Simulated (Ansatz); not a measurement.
System: BaTiO₃, space group Pm-3m (No. 221).

Starting cell:
```yaml
crystal:
  lattice:
    - [-4.01923, 0.00000, 0.00000]
    - [0.00000, 4.01923, 4.01928]
    - [0.00000, 4.01923, -4.01928]
  atoms:
    - { symbol: Ba, position: [0.00000, 0.00000, 0.00000] }
    - { symbol: Ba, position: [0.00000, 0.50000, 0.50000] }
    - { symbol: Ti, position: [0.50000, 0.50000, 0.00000] }
    - { symbol: Ti, position: [0.50000, 0.00000, 0.50000] }
    - { symbol: O, position: [0.50000, 0.25000, 0.25000] }
    - { symbol: O, position: [0.50000, 0.75000, 0.75000] }
    - { symbol: O, position: [0.50000, 0.25000, 0.75000] }
    - { symbol: O, position: [0.50000, 0.75000, 0.25000] }
    - { symbol: O, position: [0.00000, 0.50000, 0.00000] }
    - { symbol: O, position: [0.00000, 0.00000, 0.50000] }
```

Displacement pattern for amplitude 1 (x, y, z for each atom, in the order of the cell):
```tsv
atom	x	y	z
Ba1	-0.01	0.00	0.00
Ba2	-0.01	0.00	0.00
Ti3	0.19	0.00	0.00
Ti4	0.19	0.00	0.00
O5	-0.74	0.00	0.00
O6	-0.74	0.00	0.00
O7	-0.74	0.00	0.00
O8	-0.74	0.00	0.00
O9	1.00	0.00	0.00
O10	1.00	0.00	0.00
```

Calculation (Ansatz 0.2.0): a normal mode of the cell frozen into a crystal at growing amplitude, by plane-wave density functional theory with PAW datasets, free energies less that of the undisturbed cell, pressure positive in compression; scalar-relativistic. Level: PBE, no spin polarisation.

- wave cutoff: 420 eV
- k mesh: 8×6×6
- occupations: Gaussian
- smearing width: 0.05 eV
- k shift: (0, 0, 0) (mesh steps)
- start: relaxed

The points at mode amplitude −0.15, −0.05, 0.1 and 0.2 follow from computed ones by symmetry.

What does the calculation give for the energy change, force along the mode, pressure and gap on the k mesh against mode amplitude? The mode amplitude takes the values −0.200, −0.150, −0.100, −0.050, 0.000, 0.025, 0.050, 0.075, 0.100, 0.125, 0.150, 0.175, 0.200 Å.

The energy rises on both sides of the starting structure, which is therefore a minimum along this path. The energy change is 1081.4 meV/cell at mode amplitude −0.200 Å and 1081.4 meV/cell at 0.200 Å; the lowest computed point is at mode amplitude 0.000 Å (0.0 meV/cell), and no other minimum shows. The force along the mode falls from 10.9 eV/Å at mode amplitude −0.200 Å to −10.9 eV/Å at 0.200 Å, and changes sign near 0.000 Å. The pressure goes from 2.275 GPa at mode amplitude −0.200 Å to 2.275 GPa at 0.200 Å, not monotonically, with a low of 0.002 GPa at 0.000 Å. The gap on the k mesh stays open and runs from 1.745 eV at mode amplitude −0.200 Å to 1.745 eV at 0.200 Å, with its largest value, 1.784 eV, at 0.000 Å.

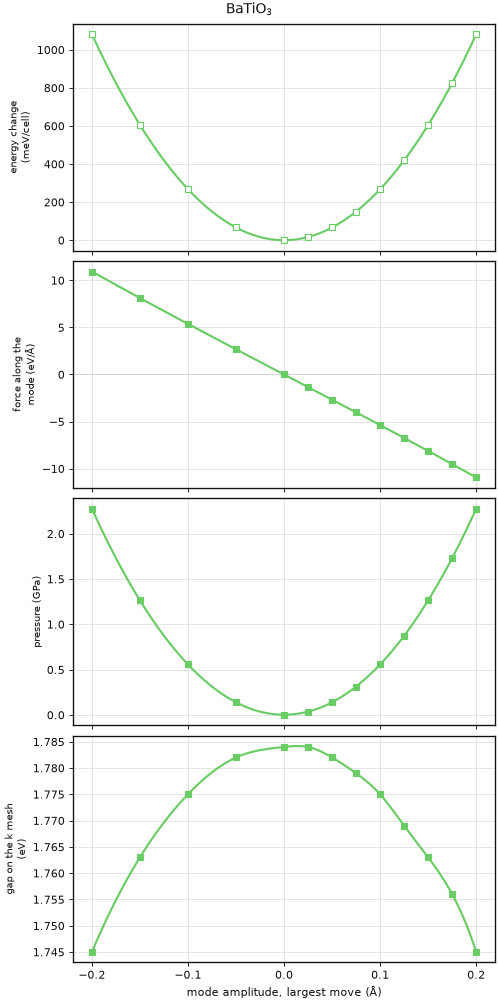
